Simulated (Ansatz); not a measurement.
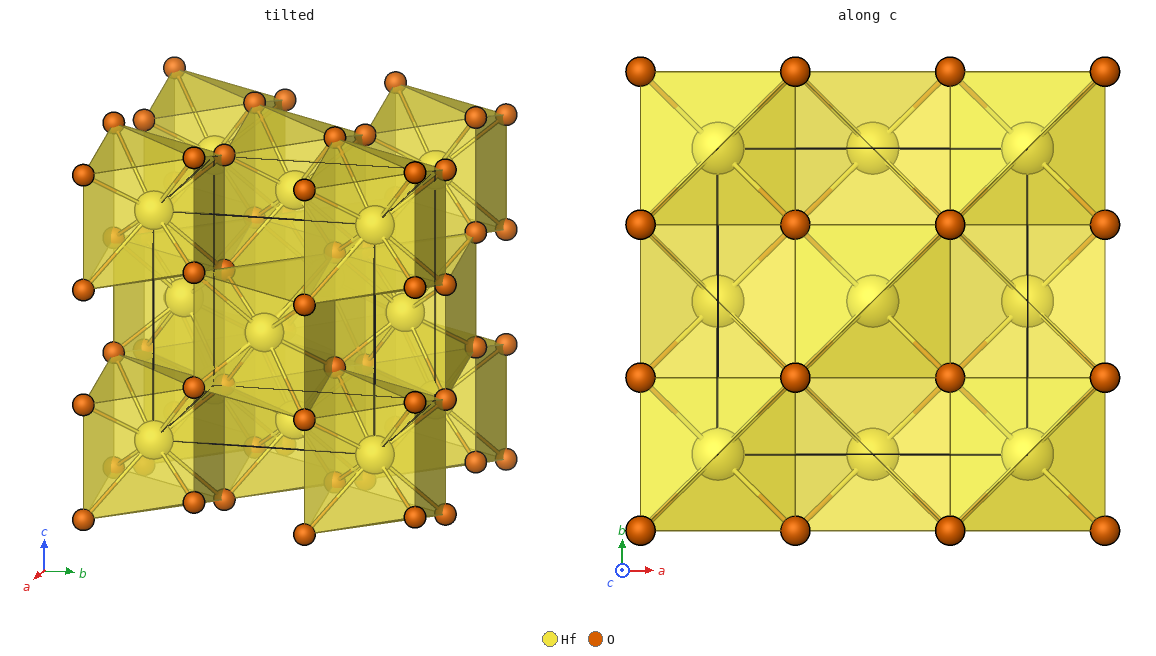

The figure gives a polyhedral picture of the atoms, viewed slightly off an axis and along the c axis. The edges of the drawn cell (a repeat of the simulation cell) are marked. Some atoms of the next cells are drawn as well.

HfO₂, a = 5.088 Å, b = 5.028 Å, c = 5.202 Å, α = 90.00°, β = 90.00°, γ = 90.00°. Strictly the space group is Ccce (No. 68, within 0.01 Å). It is a distorted form of a face-centred cubic structure, space group Fm-3m (No. 225) within 0.60 Å: fluorite (CaF₂ type). The structure was taken from a structure listed in the Materials Project. The cell was then strained or its atoms displaced on purpose. It went into a calculation with Ansatz.

This one geometry was computed with Ansatz (DFT, plane waves, PAW) at three levels of theory: HSE06, r2SCAN and PBE. It was relaxed with r2SCAN and then strained.

Q: Which level gives the highest pressure at this volume, and what does that say about its equilibrium volume?

A: Highest: PBE (5.9 GPa), which points to the largest equilibrium volume. Lowest, with the smallest volume: HSE06 (-0.1 GPa) and r2SCAN (0.0 GPa). Levels within 0.5 GPa of each other can't be told apart.

Q: How does the band gap change with the level of theory?

A: PBE: a gap of 4.71 eV, indirect; r2SCAN: a gap of 5.25 eV, indirect; HSE06: a gap of 6.35 eV, indirect.

Q: Collect the results in a table.

A:
| level | cutoff (eV) | k-mesh of the run's cell | gap (eV) | pressure (GPa) |
| --- | --- | --- | --- | --- |
| HSE06 | 420 | 4×4×4 | 6.35 | -0.1 |
| r2SCAN | 500 | 8×8×6 | 5.25 | 0.0 |
| PBE | 420 | 8×8×6 | 4.71 | 5.9 |

Gaps are taken on the k-mesh or band path of each run.
